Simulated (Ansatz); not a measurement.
Run report: TiAl3, single-point calculation

TiAl3 (I4mm, 4 atoms in the cell), computed with DFT r2SCAN, scalar-relativistic, plane waves, PAW, no spin polarisation (Ansatz 0.2.0).

The structure derives from a Materials Project entry. It belongs to a series of runs on one base structure; here: atom 2 (Al) moved -0.100 A along Cartesian [0 0 1]. Figures and captions count atoms from 1; the log counts them from 0 in places.

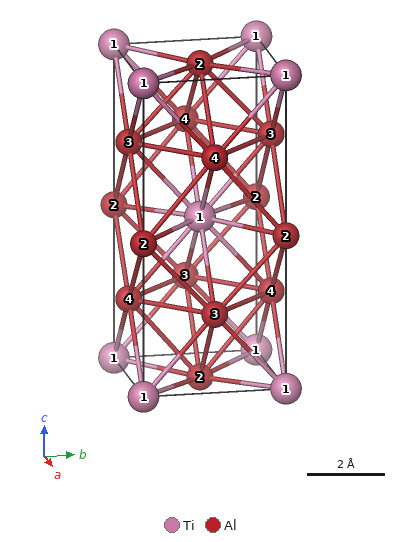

*The structure (ball-and-stick view of the cell 2 times as large as that of the calculation, set on its symmetry axes, seen slightly off an axis; atoms are numbered from 1 in the order of the input). An atom can appear more than once, as a periodic image.*

Near neighbours in the periodic cell (some may lie outside the picture): Ti has 12 Al at 2.71 to 2.87 Å; Al has 8 Al at 2.70 to 2.95 Å and 4 Ti at 2.71 to 2.87 Å.

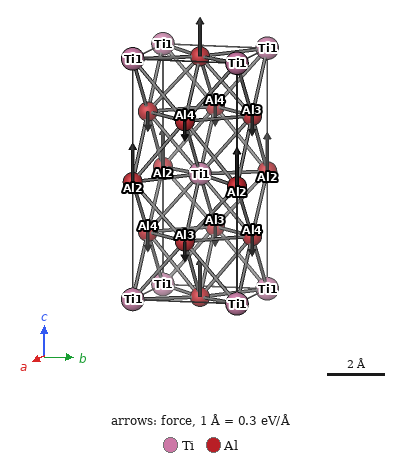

*Forces on the atoms as black arrows (ball-and-stick view of the cell 2 times as large as that of the calculation, set on its symmetry axes, seen slightly off an axis; atoms are numbered from 1 in the order of the input); the smallest are left out.*

The largest act on Al2 (0.43 eV/Å); Al3, Al4 (0.22 eV/Å). The geometry is not a stationary point of this energy.

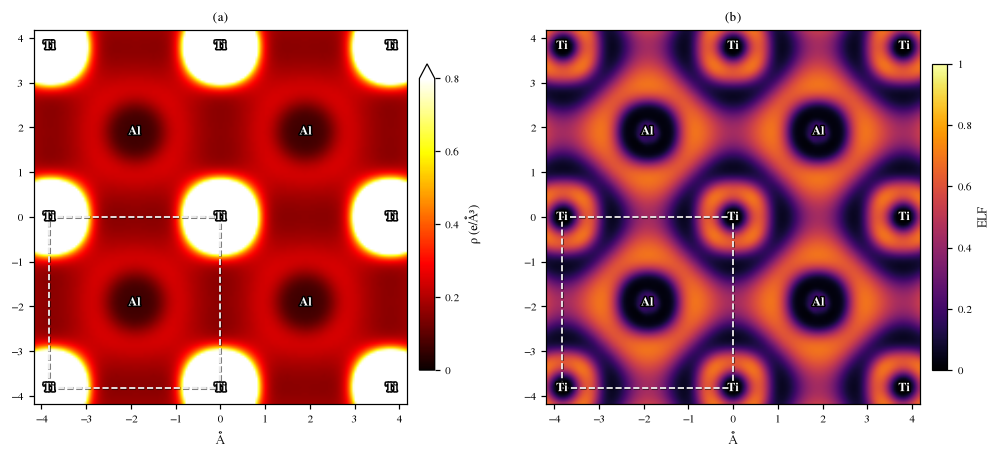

*(a) valence charge density (pseudo); (b) electron localisation function on the (001) plane of the conventional cell.*

Ti–Al (2.71 Å): ρ at the midpoint is about 0.23 e/Å³; the ELF is about 0.35 at the midpoint, as expected for nearly free electrons, as in a simple metal. Away from the nuclei the density in this plane falls to 0.15 e/Å³ at its lowest. The strong features right at Ti lie inside the PAW spheres (semicore, d or f shells) and say nothing about bonding. The fields are those of the smooth PAW valence density.

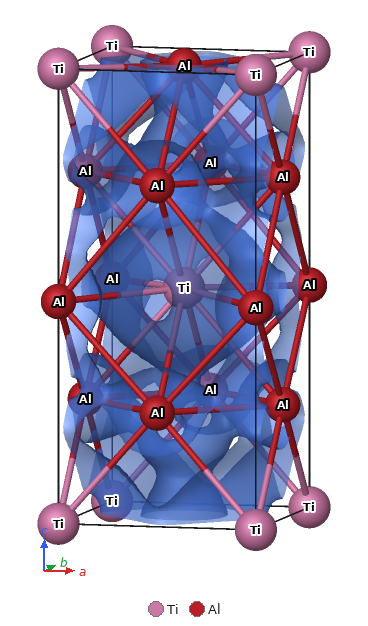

*Isosurface of the electron localisation function at 0.5 (blue), seen slightly off an axis. Core shells and regions of very low density are left out. Sticks mark near contacts. The outline is the cell set on symmetry axes.*

The ELF exceeds this value in one network that runs through the whole crystal, counted in one cell of 8 atoms.  Values along the shortest contacts: Al–Al (2.70 Å): the ELF peaks at about 0.70 between the atoms. Ti–Al (2.71 Å): the ELF is about 0.35 at the midpoint (nearly free electrons, as in a simple metal).

The input and output of the run follow.

Input file:
```yaml
crystal:
  lattice:
    - [-1.9120003552, 1.9120003552, 4.281915038]
    - [1.9120003552, -1.9120003552, 4.281915038]
    - [1.9120003552, 1.9120003552, -4.281915038]
  atoms:
    - { symbol: Ti, position: [0.0, 0.0, 0.0] }
    - { symbol: Al, position: [0.4883229818, 0.4883229818, 0.0] }
    - { symbol: Al, position: [0.75, 0.25, 0.5] }
    - { symbol: Al, position: [0.25, 0.75, 0.5] }
basis:
  ecutwfc: 500
kpoints:
  mp_grid: { grid: [18, 18, 18] }
hamiltonian:
  xc: r2scan
scf:
  occupations: { method: gaussian, width: 0.15 }
output:
  forces: true
  stress: true
  eigenvalues: true
  write_density: true
  write_potential: true
  elf: true
  volumetric_format: npy
```

Launched with:
```bash
ansatz run input.yaml --threads 1 --pin off --max-ram 2560MiB --backend cpu --events-out ev --progress --plain --runs-dir out
```

The program's output:
```
Engine: ansatz 0.2.0, x86_64-unknown-linux-gnu
Pseudopotentials: kind: paw
Pseudopotential: Ti, paw, valence charge 12, recommended cutoff 500 eV (meta_gga), Ti.paw.azcp
Pseudopotential: Al, paw, valence charge 3, recommended cutoff 500 eV (meta_gga), Al.paw.azcp
Functional definition: r2SCAN
  parameter k0 = 0.174
  parameter k1 = 0.065
  parameter a1 = 4.9479
  exchange = r2scan_x(k0 = k0, k1 = k1, a1 = a1)
  correlation = r2scan_c
Crystal: 4 atoms, lattice volume = 62.614 Å³
Basis set: ecut = 500 eV, 1555 PW (Γ), exchange–correlation on 160×160×160 points (64 copies of the dense FFT grid, shifted against one another)
Bands: 15, of which v1, the nominal top of the filled ones, is band 11 counted from 1 (10 counted from 0)
Symmetry: 8 space group operations
Space group: I4mm (ITA 107), of the structure as read, at distance tolerance 4.0e-5 Å
k-points: 480 of 5832 (time reversal used)
Non-local potential: Ti, projectors of the file, l = 0: 3, l = 1: 2, l = 2: 3, l = 3: 1
Non-local potential: Al, projectors of the file, l = 0: 2, l = 1: 2, l = 2: 1
PAW form: soft (Blöchl's): semilocal exchange-correlation on the pseudo side does not see the compensation charge
PAW frozen core: Ti, regenerated for the run's functional (the file was generated under x = pbe(κ = 0.804, μ = 0.2195149727645171), c = pbe(β = 0.06672455060314922))
PAW frozen core: Al, regenerated for the run's functional (the file was generated under x = pbe(κ = 0.804, μ = 0.2195149727645171), c = pbe(β = 0.06672455060314922))
PAW one-centre angular grid: Ti, 590 points (default); XC on 160 Gauss nodes
PAW one-centre angular grid: Al, 302 points (default); XC on 160 Gauss nodes
Initial density: superposition of atomic densities (neutral atoms: chi_scale 0, normalization atom), corrected by the library's trained network
Initial wavefunctions: pseudopotential atomic-orbital guess
Functional: x = r2scan, c = r2scan; τ floored in thin density (d = 2e-4 eV/Å³)
SCF iter   1: F=—  HF=-4127.293499 eV  |F-HF|=—  |Δ(HF+E_count)|=         —  Δρ=1.25e-2  dr2=1.29e-1  dr2_τ=2.78e-2  ethr=1.77e-3  ⟨swp⟩=5.3  Hψ=41227  notcnv=0
preconditioner: auto → Kerker (q_TF=auto, 2.274 Å⁻¹)  [metal: Δε(μ)=0.003 eV  Ē_g=6.021 eV  σ=0.150 eV  W_gap=0.01  n_scr=10 (ndim 8)  ℏωp=16.9 eV  f_vac=0.000  D(μ)=1.53/eV (n_scr^D=10)]
SCF iter   2: F=—  HF=-4127.333015 eV  |F-HF|=—  |Δ(HF+E_count)|=   3.95e-2  Δρ=4.89e-3  dr2=1.83e-2  dr2_τ=3.40e-3  ethr=6.15e-4  ⟨swp⟩=2.6  Hψ=17830  notcnv=0  defer=36
SCF iter   3: F=—  HF=-4127.331979 eV  |F-HF|=—  |Δ(HF+E_count)|=   1.04e-3  Δρ=2.37e-3  dr2=3.30e-3  dr2_τ=7.66e-5  ethr=8.71e-5  ⟨swp⟩=2.0  Hψ=10207  notcnv=0  defer=36
SCF iter   4: F=—  HF=-4127.331925 eV  |F-HF|=—  |Δ(HF+E_count)|=   5.43e-5  Δρ=2.40e-4  dr2=3.26e-5  dr2_τ=2.81e-6  ethr=1.57e-5  ⟨swp⟩=2.7  Hψ=11744  notcnv=0  defer=36
SCF iter   5: F=—  HF=-4127.331958 eV  |F-HF|=—  |Δ(HF+E_count)|=   3.34e-5  Δρ=1.00e-4  dr2=7.54e-6  dr2_τ=3.64e-7  ethr=1.55e-7  ⟨swp⟩=2.0  Hψ=10329  notcnv=0  defer=36
SCF iter   6: F=—  HF=-4127.331957 eV  |F-HF|=—  |Δ(HF+E_count)|=   1.47e-6  Δρ=2.59e-5  dr2=6.30e-7  dr2_τ=1.83e-8  ethr=3.59e-8  ⟨swp⟩=2.0  Hψ=10107  notcnv=0  defer=36
SCF iter   7: F=-4127.331957 eV  HF=-4127.331957 eV  |F-HF|=2.88e-9  |Δ(HF+E_count)|=   5.67e-8  Δρ=4.35e-6  dr2=1.49e-8  dr2_τ=4.89e-10  ethr=4.76e-10  ⟨swp⟩=8.4  Hψ=46686  notcnv=0
SCF 1 converged in 7 iterations: F = -4127.331957 eV  dr2 = 1.49e-8
  greatest PAW one-centre occupation: 1.001 electrons in one spin orbital (limit 2), on the Ti atom at site 0 (counted from 0), in its partial waves of l = 1
SCF converged after 7 iterations
Free energy (F): -4127.331957 eV
Harris-Foulkes:  -4127.331957 eV  (|F-HF|=2.88e-9)
Internal energy: -4127.313867 eV  (E = F + TS)
E sigma→0 (E₀):  -4127.322912 eV
Entropy (-TS):   -0.018089 eV (-4.522 meV/atom)
Fermi energy:    9.699595 eV
--- Per-component energies (eV) ---
  E_band       = -166.166623
  E_kinetic    = 345.103188
  E_local      = -1183.940335  (includes V_loc(G=0)·N_el)
  E_nonlocal   = 37.690668
  E_hartree    = 521.164445
  E_xc         = -204.762487
  E_vxc        = -228.360186  (∫ρ·V_xc dr)
  E_paw        = -2477.182400  (= ΣΔE_a)
  E_vpaw       = -191.726081  (= ΣTr[D̂ρ^β])
  E_aug_tail   = 0.000094  (compensation charges beyond the density's cutoff)
  E_vtau       = 12.740942  (kinetic-family band-sum trace: ∫τ·v_τ [+ j·A + Jᵃ·Aᵃ] dr)
  E_ewald      = -1164.953258
  E_core_change = -0.433781  (= ΣΔE_core)
  E_smearing   = -0.018089  (= −TS)
  E_closure    = 0.000000  (closes the sum)
  Σ components = -4127.331957   (vs F -4127.331957, Δ=0.00e0)
--- Forces (eV/Å), atoms counted from 1 ---
  atom   1  Ti    -0.00000000     0.00000000     0.02012717
  atom   2  Al    -0.00000000     0.00000000     0.42575472
  atom   3  Al     0.00000000    -0.00000000    -0.22294467
  atom   4  Al    -0.00000000     0.00000000    -0.22294467
  max |Σ_I F_I| component: 7.45e-6 eV/Å
--- Stress (GPa, compression-positive) ---
        0.150604       0.000000      -0.000000
        0.000000       0.150604      -0.000000
       -0.000000       0.000000       0.115543
  P = ⅓ Tr σ = 0.1389 GPa (1.389 kbar)
--- Band table (eV; the first three rows and the last of 480) ---
  k-point 0: bands = ["-49.1420", "-24.3972", "-24.3972", "-24.3314", "-1.0594", "6.7252", "6.8191", "8.2367", "8.3591", "8.3591", "10.5660", "11.4751", "11.4751", "11.8650", "12.5621"]
  k-point 1: bands = ["-49.1419", "-24.3981", "-24.3980", "-24.3312", "-0.9911", "6.7654", "6.8005", "8.0897", "8.2171", "8.3364", "10.2318", "11.5657", "11.6072", "11.7901", "12.7391"]
  k-point 2: bands = ["-49.1416", "-24.4007", "-24.4002", "-24.3309", "-0.7873", "6.6716", "6.9516", "7.6374", "7.9659", "8.2848", "9.5492", "11.6824", "11.7792", "11.7926", "13.0103"]
  k-point 479: bands = ["-49.1419", "-24.3975", "-24.3975", "-24.3348", "0.6268", "1.6577", "7.6444", "8.6234", "8.6234", "9.4110", "10.4823", "10.4823", "10.6952", "12.9086", "14.9487"]
```

Summary:

```tsv
quantity	value
outcome	converged
space group (tolerance 0.01 Å)	I4mm (107)
electrons treated	21
free energy	−4127.3320 eV
Fermi energy	9.700 eV
gap on the k-point mesh	none (metallic)
pressure	0.14 GPa
largest force (length of the vector)	0.426 eV/Å
hardware	1 thread of Intel Xeon @ 2.70GHz, 189 GiB of memory available, shared host
wall time	94 s
peak memory	1.1 GiB
```
